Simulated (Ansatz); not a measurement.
System: Sr$_{8}$Ti$_{8}$O$_{23}$ (cell charge +2, with a compensating background) (cell with a defect).

Input file:

```
crystal:
  lattice:
    - [0.0, 7.8728452585, 0.0]
    - [0.0, 0.0, 7.8728452585]
    - [7.8728452585, 0.0, 0.0]
  atoms:
    - { symbol: Sr, position: [0.5, 0.0, 0.0] }
    - { symbol: Sr, position: [0.5, 0.5, 0.0] }
    - { symbol: Sr, position: [0.0, 0.0, 0.0] }
    - { symbol: Sr, position: [0.0, 0.5, 0.0] }
    - { symbol: Sr, position: [0.5, 0.0, 0.5] }
    - { symbol: Sr, position: [0.5, 0.5, 0.5] }
    - { symbol: Sr, position: [0.0, 0.0, 0.5] }
    - { symbol: Sr, position: [0.0, 0.5, 0.5] }
    - { symbol: Ti, position: [0.25, 0.25, 0.25] }
    - { symbol: Ti, position: [0.25, 0.75, 0.25] }
    - { symbol: Ti, position: [0.75, 0.25, 0.25] }
    - { symbol: Ti, position: [0.75, 0.75, 0.25] }
    - { symbol: Ti, position: [0.25, 0.25, 0.75] }
    - { symbol: Ti, position: [0.25, 0.75, 0.75] }
    - { symbol: Ti, position: [0.75, 0.25, 0.75] }
    - { symbol: Ti, position: [0.75, 0.75, 0.75] }
    - { symbol: O, position: [0.25, 0.5, 0.25] }
    - { symbol: O, position: [0.0, 0.75, 0.25] }
    - { symbol: O, position: [0.5, 0.25, 0.25] }
    - { symbol: O, position: [0.5, 0.75, 0.25] }
    - { symbol: O, position: [0.0, 0.25, 0.75] }
    - { symbol: O, position: [0.0, 0.75, 0.75] }
    - { symbol: O, position: [0.5, 0.25, 0.75] }
    - { symbol: O, position: [0.5, 0.75, 0.75] }
    - { symbol: O, position: [0.25, 0.0, 0.25] }
    - { symbol: O, position: [0.75, 0.5, 0.25] }
    - { symbol: O, position: [0.75, 0.0, 0.25] }
    - { symbol: O, position: [0.25, 0.5, 0.75] }
    - { symbol: O, position: [0.25, 0.0, 0.75] }
    - { symbol: O, position: [0.75, 0.5, 0.75] }
    - { symbol: O, position: [0.75, 0.0, 0.75] }
    - { symbol: O, position: [0.25, 0.25, 0.5] }
    - { symbol: O, position: [0.25, 0.75, 0.5] }
    - { symbol: O, position: [0.75, 0.25, 0.5] }
    - { symbol: O, position: [0.75, 0.75, 0.5] }
    - { symbol: O, position: [0.25, 0.25, 0.0] }
    - { symbol: O, position: [0.25, 0.75, 0.0] }
    - { symbol: O, position: [0.75, 0.25, 0.0] }
    - { symbol: O, position: [0.75, 0.75, 0.0] }
total_charge: 2
basis:
  ecutwfc: 420
  xc_grid: 2
kpoints:
  mp_grid: { grid: [2, 2, 2], shift: [0.5, 0.5, 0.5] }
hamiltonian:
  xc: pbe
scf:
  occupations: { method: gaussian, width: 0.02 }
output:
  forces: true
  stress: false
  eigenvalues: true
  write_density: true
  write_potential: true
  elf: true
  volumetric_format: npy
relax:
  adjacent_minimum: "off"
  f_tol: 0.02
  max_steps: 60
```

Run with:

```sh
ansatz run input.yaml --threads 8 --pin off --max-ram 20480MiB --backend cpu --events-out ev --progress --plain --runs-dir out
```

The fields are those of the relaxed geometry.

Computed without spin polarisation.

These are results of DFT PBE, scalar-relativistic, plane waves, PAW in Ansatz, not measurements.

Predict the valence pseudo-density and electron localisation function between the atoms.

Answer. Ti–O (1.93 Å): ρ is about 0.75 e/Å³ halfway; the ELF peaks at about 0.80 in the valence shell of O, 0.6 Å from its nucleus, and is about 0.20 at the midpoint (no shared electron pair shows on this line).
Ti–O (1.96 Å): ρ is about 0.69 e/Å³ halfway; the ELF peaks at about 0.85 in the valence shell of O, 0.6 Å from its nucleus, and is about 0.20 at the midpoint (no localised pair shows between them).
Ti–O (2.03 Å): ρ is about 0.58 e/Å³ halfway; the ELF peaks at about 0.85 in the valence shell of O, 0.6 Å from its nucleus, and is about 0.20 at the midpoint; no shared electron pair shows on this line.
Sr–O (2.73 Å): the density is about 0.16 e/Å³ at the midpoint; the ELF is about 0.05 at the midpoint (a closed-shell, largely ionic contact).

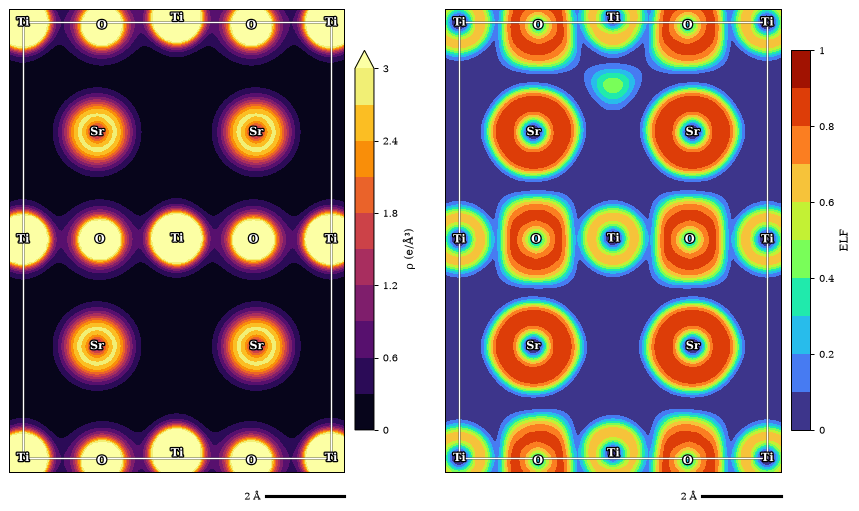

Computed valence pseudo-density and electron localisation function on the (101) plane of the calculation cell, in this order. 

In a PAW calculation such maps are meaningful between the atoms, not at the nuclei.
